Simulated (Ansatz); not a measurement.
TaN: geometry relaxation (part 2 of 2)

The same run, continued: TaN (Fm-3m, 12 atoms in the cell); DFT r2SCAN, scalar-relativistic, plane waves, PAW, no spin polarisation (Ansatz 0.2.0); cutoff 500 eV, 8×8×6 k-mesh, Gaussian smearing of 0.1 eV. The structure derives from an entry of the Crystallography Open Database. It belongs to a series of runs on one base structure; here: 0 of 6 N sites taken by As, cell and atoms relaxed.

Geometry of the input (Å; fractional positions):
```
4.3965  2.1983  -2.1983
2.1983  4.3965  2.1983
4.3965  -2.1983  2.1983
Ta 0.4167  0.6667  0.7500
Ta 0.7500  -0.0000  0.7500
Ta 0.9167  0.6667  0.2500
Ta 0.2500  -0.0000  0.2500
Ta 0.5833  0.3333  0.2500
Ta 0.0833  0.3333  0.7500
N  0.1667  0.6667  0.5000
N  0.5000  -0.0000  0.5000
N  0.6667  0.6667  -0.0000
N  1.0000  -0.0000  -0.0000
N  0.3333  0.3333  -0.0000
N  0.8333  0.3333  0.5000
```

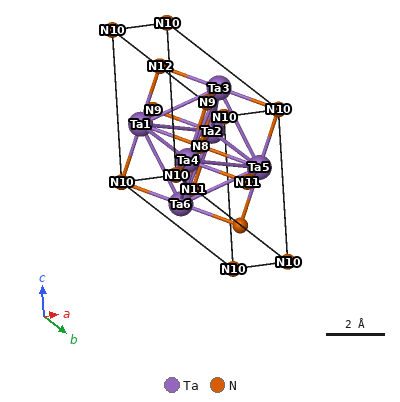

The geometry at step 2 of the log (ball-and-stick view of the reduced cell, seen at an oblique angle; atoms are numbered from 1 in the order of the input).

## What the program printed, continued
```
relax step   4: F+E_penalty+E_count = -61986.35000082 eV  Δ(F+E_penalty+E_count) = -1.296e-5 eV  max|allowed force component| = 1.594e-23 eV/Å  Δτ_max = 0.0000 Å  P = -0.034 GPa  Ω = 127.457 Å³  stress off target by 5.77e-2 GPa  SCF on the basis re-selected at this cell (its energy is not comparable with the rows above)  (4 SCF iters)
basis re-selected at this cell: Δ(F+E_penalty+E_count) = -1.296e-5 eV, ΔP = +0.000 GPa vs the last step (what re-selecting the basis moved, of the pressure what is left beyond the Pulay correction that the steps carried, after the strain that the cell walked since its last selection, with what the two solves' SCF thresholds leave and, on support functions, any second-order correction that the steps lacked; it is no measure of the basis error at this ecutwfc). This SCF's stress stands 5.77e-2 GPa from its target on what of the cell is left free (relax.cell.stress_tol is 1.50e-1 GPa) and its largest allowed force component is 1.59e-23 eV/Å (relax.f_tol is 1.50e-2 eV/Å): within both
SCF converged after 4 iterations
Free energy (F): -61986.350001 eV
Harris-Foulkes:  -61986.350001 eV  (|F-HF|=1.02e-10)
Internal energy: -61986.327900 eV  (E = F + TS)
E sigma→0 (E₀):  -61986.338950 eV
Entropy (-TS):   -0.022101 eV (-1.842 meV/atom)
Fermi energy:    21.808008 eV
--- Per-component energies (eV) ---
  E_band       = -357.611088
  E_kinetic    = 3018.743625
  E_local      = -3501.801310  (includes V_loc(G=0)·N_el)
  E_nonlocal   = 358.225144
  E_hartree    = 1184.033673
  E_xc         = -1595.030166
  E_vxc        = -1852.574092  (∫ρ·V_xc dr)
  E_paw        = -51313.790888  (= ΣΔE_a)
  E_vpaw       = -844.033220  (= ΣTr[D̂ρ^β])
  E_aug_tail   = 0.000496  (compensation charges beyond the density's cutoff)
  E_vtau       = 95.760870  (kinetic-family band-sum trace: ∫τ·v_τ [+ j·A + Jᵃ·Aᵃ] dr)
  E_ewald      = -10131.993404
  E_core_change = -4.715069  (= ΣΔE_core)
  E_smearing   = -0.022101  (= −TS)
  E_closure    = 0.000000  (closes the sum)
  Σ components = -61986.350001   (vs F -61986.350001, Δ=0.00e0)
--- Forces (eV/Å), atoms counted from 1 ---
  atom   1  Ta     0.00000000     0.00000000     0.00000000
  atom   2  Ta     0.00000000     0.00000000     0.00000000
  atom   3  Ta     0.00000000     0.00000000     0.00000000
  atom   4  Ta     0.00000000     0.00000000     0.00000000
  atom   5  Ta     0.00000000     0.00000000    -0.00000000
  atom   6  Ta     0.00000000     0.00000000     0.00000000
  atom   7  N      0.00000000     0.00000000     0.00000000
  atom   8  N      0.00000000     0.00000000     0.00000000
  atom   9  N      0.00000000     0.00000000     0.00000000
  atom  10  N      0.00000000     0.00000000     0.00000000
  atom  11  N      0.00000000    -0.00000000    -0.00000000
  atom  12  N     -0.00000000     0.00000000     0.00000000
  max |Σ_I F_I| component: 2.34e-24 eV/Å
--- Stress (GPa, compression-positive) ---
       -0.056529       0.004912      -0.004912
        0.004912      -0.022390      -0.006373
       -0.004912      -0.006373      -0.022390
  P = ⅓ Tr σ = -0.0338 GPa (-0.338 kbar)
--- Band table (eV; the first three rows and the last of 114) ---
  k-point 0: bands = ["-49.6919", "-49.6294", "-49.6170", "-49.6170", "-49.6170", "-49.6170", "-16.1688", "-15.9363", "-15.9363", "-15.8621", "-15.8621", "-15.8108", "-15.8108", "-15.6890", "-15.6890", "-15.4923", "-15.4923", "-15.4449", "-15.4449", "-15.3715", "-15.3689", "-15.2853", "-15.2838", "-15.2705", "1.7994", "3.9160", "3.9160", "3.9265", "3.9265", "4.7944", "10.9894", "12.8727", "12.8727", "12.9419", "12.9419", "13.7528", "13.7685", "14.4768", "14.4768", "14.5145", "14.5145", "14.6482", "14.6482", "14.6838", "14.6838", "17.6206", "17.6337", "17.6733", "19.5767", "19.6103", "19.7194", "20.9107", "20.9107", "21.6916", "21.6916", "21.8875", "21.8875", "21.9610", "21.9849", "23.5610", "23.7216", "23.7216", "23.7411", "23.7411", "23.7694", "23.7798"]
  k-point 1: bands = ["-49.6878", "-49.6336", "-49.6170", "-49.6170", "-49.6170", "-49.6170", "-16.1127", "-15.9131", "-15.9131", "-15.9105", "-15.9105", "-15.7406", "-15.7406", "-15.7394", "-15.7394", "-15.4665", "-15.4665", "-15.4653", "-15.4653", "-15.3658", "-15.3633", "-15.3354", "-15.2912", "-15.2896", "1.9680", "3.9162", "3.9162", "3.9264", "3.9264", "4.5294", "11.3718", "12.9023", "12.9023", "12.9082", "12.9082", "13.9075", "13.9233", "14.4923", "14.4923", "14.5094", "14.5094", "14.6525", "14.6525", "14.6729", "14.6729", "16.8648", "17.0694", "17.0849", "19.8435", "19.8726", "20.0162", "21.1209", "21.1209", "21.1529", "21.1529", "22.6306", "22.6563", "22.7219", "22.7219", "22.7413", "22.7413", "23.0315", "23.3667", "23.3780", "24.0883", "24.5658"]
  k-point 2: bands = ["-49.6764", "-49.6451", "-49.6170", "-49.6170", "-49.6170", "-49.6170", "-15.9568", "-15.9388", "-15.9388", "-15.8597", "-15.8597", "-15.8110", "-15.8110", "-15.6865", "-15.6865", "-15.5087", "-15.4926", "-15.4926", "-15.4467", "-15.4467", "-15.3502", "-15.3479", "-15.3071", "-15.3054", "2.4406", "3.8873", "3.9178", "3.9178", "3.9249", "3.9249", "12.3752", "12.8745", "12.8745", "12.9330", "12.9330", "14.3648", "14.3809", "14.4670", "14.4670", "14.5330", "14.5330", "14.6292", "14.6292", "14.7012", "14.7012", "15.3399", "16.0545", "16.0712", "20.4414", "20.4680", "20.4925", "20.8830", "20.8830", "21.7194", "21.7194", "21.8722", "21.9099", "21.9099", "22.4206", "22.4368", "23.7100", "23.7100", "23.7451", "23.7451", "24.1369", "24.1655"]
  k-point 113: bands = ["-49.6543", "-49.6409", "-49.6409", "-49.6287", "-49.6125", "-49.6125", "-15.9237", "-15.9237", "-15.9209", "-15.8838", "-15.8838", "-15.8161", "-15.7659", "-15.7659", "-15.5263", "-15.5263", "-15.5152", "-15.4784", "-15.4562", "-15.4562", "-15.3794", "-15.3572", "-15.3572", "-15.3157", "3.4236", "3.5455", "3.6349", "3.6349", "3.8495", "3.8495", "12.4150", "12.4150", "13.0595", "13.1056", "13.7741", "13.7741", "14.3839", "14.3839", "14.5628", "14.5628", "14.6150", "14.8773", "14.8773", "14.9587", "15.0365", "15.0365", "15.2005", "15.6498", "18.6317", "19.8543", "19.8543", "20.6506", "20.6506", "21.1399", "21.2797", "22.7948", "22.9261", "22.9261", "23.5187", "23.5187", "23.7363", "23.7363", "24.3594", "24.5636", "24.9255", "24.9255"]
--- Relaxed structure (3 steps of the walk, 3 accepted, 1 SCFs on fresh bases) ---
  F+E_penalty+E_count = -61986.35000082 eV   max|allowed force component| = 1.594e-23 eV/Å   (the final SCF, on the basis selected at the relaxed cell)
  cell:  # Å, volume = 127.4573 Å³
    - [4.414371801880333, 2.205577916719439, -2.2055779167194145]
    - [2.2071859009151327, 4.404653046143394, 2.199075129373898]
    - [4.388438177903015, -2.179644292708358, 2.1796442927746815]
  atoms:
    - { symbol: Ta, position: [0.41666666666666663, 0.6666666666666664, 0.7500000000000002] }
    - { symbol: Ta, position: [0.75, -4.5536491244391186e-17, 0.7499999999999999] }
    - { symbol: Ta, position: [0.9166666666666664, 0.6666666666666664, 0.25000000000000006] }
    - { symbol: Ta, position: [0.25, -1.5395670849294163e-17, 0.25] }
    - { symbol: Ta, position: [0.5833333333333335, 0.3333333333333333, 0.25] }
    - { symbol: Ta, position: [0.08333333333333326, 0.33333333333333326, 0.75] }
    - { symbol: N, position: [0.16666666666666652, 0.6666666666666665, 0.5] }
    - { symbol: N, position: [0.5, -3.0791341698588326e-17, 0.5] }
    - { symbol: N, position: [0.6666666666666665, 0.6666666666666665, 1.496198998029996e-17] }
    - { symbol: N, position: [1.0, 0.0, 5.551115123125783e-17] }
    - { symbol: N, position: [0.33333333333333326, 0.33333333333333326, -5.204170427930421e-18] }
    - { symbol: N, position: [0.8333333333333331, 0.33333333333333315, 0.49999999999999994] }
```

## Trajectory as extended XYZ (Å, eV, eV/Å), 4 frames, from step=1 to step=4
```
12
Lattice="4.3965 2.1983 -2.1983 2.1983 4.3965 2.1983 4.3965 -2.1983 2.1983" Properties=species:S:1:pos:R:3:forces:R:3 step=1 energy=-61986.34747 pressure_GPa=-0.08
Ta    6.5948    2.1983    2.1983    0.0000   0.0000   0.0000
Ta    6.5948    0.0000    0.0000    0.0000   0.0000   0.0000
Ta    6.5948    4.3965    0.0000    0.0000   0.0000   0.0000
Ta    2.1983    0.0000    0.0000    0.0000   0.0000   0.0000
Ta    4.3965    2.1983    0.0000    0.0000   0.0000   0.0000
Ta    4.3965    0.0000    2.1983    0.0000   0.0000   0.0000
N     4.3965    2.1983    2.1983    0.0000   0.0000   0.0000
N     4.3965    0.0000    0.0000    0.0000   0.0000   0.0000
N     4.3965    4.3965    0.0000    0.0000   0.0000   0.0000
N     4.3965    2.1983   -2.1983    0.0000   0.0000   0.0000
N     2.1983    2.1983    0.0000    0.0000   0.0000   0.0000
N     6.5948    2.1983    0.0000    0.0000   0.0000   0.0000
12
Lattice="4.4125 2.2048 -2.2048 2.2063 4.4053 2.2005 4.3873 -2.1796 2.1796" Properties=species:S:1:pos:R:3:forces:R:3 step=2 energy=-61986.34997 pressure_GPa=0.04
Ta    6.5999    2.2209    2.1830    0.0000   0.0000   0.0000
Ta    6.5999    0.0189   -0.0189    0.0000   0.0000   0.0000
Ta    6.6125    4.4131   -0.0092    0.0000   0.0000   0.0000
Ta    2.2000    0.0063   -0.0063    0.0000   0.0000   0.0000
Ta    4.4062    2.2097   -0.0077    0.0000   0.0000   0.0000
Ta    4.3936    0.0175    2.1845    0.0000   0.0000   0.0000
N     4.3999    2.2146    2.1893    0.0000   0.0000   0.0000
N     4.3999    0.0126   -0.0126    0.0000   0.0000   0.0000
N     4.4125    4.4067   -0.0028    0.0000   0.0000   0.0000
N     4.4125    2.2048   -2.2048    0.0000   0.0000   0.0000
N     2.2063    2.2034   -0.0014    0.0000   0.0000   0.0000
N     6.6062    2.2160   -0.0140    0.0000   0.0000   0.0000
12
Lattice="4.4144 2.2056 -2.2056 2.2072 4.4047 2.1991 4.3884 -2.1796 2.1796" Properties=species:S:1:pos:R:3:forces:R:3 step=3 energy=-61986.34999 pressure_GPa=-0.03
Ta    6.6021    2.2207    2.1818    0.0000   0.0000   0.0000
Ta    6.6021    0.0194   -0.0194    0.0000   0.0000   0.0000
Ta    6.6151    4.4133   -0.0108    0.0000   0.0000   0.0000
Ta    2.2007    0.0065   -0.0065    0.0000   0.0000   0.0000
Ta    4.4079    2.2099   -0.0087    0.0000   0.0000   0.0000
Ta    4.3949    0.0173    2.1840    0.0000   0.0000   0.0000
N     4.4014    2.2142    2.1883    0.0000   0.0000   0.0000
N     4.4014    0.0130   -0.0130    0.0000   0.0000   0.0000
N     4.4144    4.4068   -0.0043    0.0000   0.0000   0.0000
N     4.4144    2.2056   -2.2056    0.0000   0.0000   0.0000
N     2.2072    2.2034   -0.0022    0.0000   0.0000   0.0000
N     6.6086    2.2164   -0.0151    0.0000   0.0000   0.0000
12
Lattice="4.4144 2.2056 -2.2056 2.2072 4.4047 2.1991 4.3884 -2.1796 2.1796" Properties=species:S:1:pos:R:3:forces:R:3 step=4 energy=-61986.35000 pressure_GPa=-0.03
Ta    6.6021    2.2207    2.1818    0.0000   0.0000   0.0000
Ta    6.6021    0.0194   -0.0194    0.0000   0.0000   0.0000
Ta    6.6151    4.4133   -0.0108    0.0000   0.0000   0.0000
Ta    2.2007    0.0065   -0.0065    0.0000   0.0000   0.0000
Ta    4.4079    2.2099   -0.0087    0.0000   0.0000   0.0000
Ta    4.3949    0.0173    2.1840    0.0000   0.0000   0.0000
N     4.4014    2.2142    2.1883    0.0000   0.0000   0.0000
N     4.4014    0.0130   -0.0130    0.0000   0.0000   0.0000
N     4.4144    4.4068   -0.0043    0.0000   0.0000   0.0000
N     4.4144    2.2056   -2.2056    0.0000   0.0000   0.0000
N     2.2072    2.2034   -0.0022    0.0000   0.0000   0.0000
N     6.6086    2.2164   -0.0151    0.0000   0.0000   0.0000
```

## Results in brief

| quantity | value |
| --- | --- |
| outcome | converged |
| space group (tolerance 0.01 Å) | Fm-3m (225) → R-3m (166) |
| electrons treated | 108 |
| free energy | −61986.3500 eV |
| Fermi energy | 21.808 eV |
| gap on the k-point mesh | none (metallic) |
| pressure | −0.03 GPa |
| final volume | 127.46 Å³ |
| largest force (length of the vector) at the end | under 0.001 eV/Å |
| final cell | a = 5.405 Å, b = 5.395 Å, c = 5.363 Å, α = 80.29°, β = 70.33°, γ = 59.94° |
| hardware | 2 threads of Intel Xeon @ 2.50GHz (Skylake/Cascade Lake), 189 GiB of memory available, shared host |
| wall time | 7.2 min (CPU time 14 min) |
| peak memory | 1.3 GiB |

Spin–orbit coupling is left out, which matters for Ta.
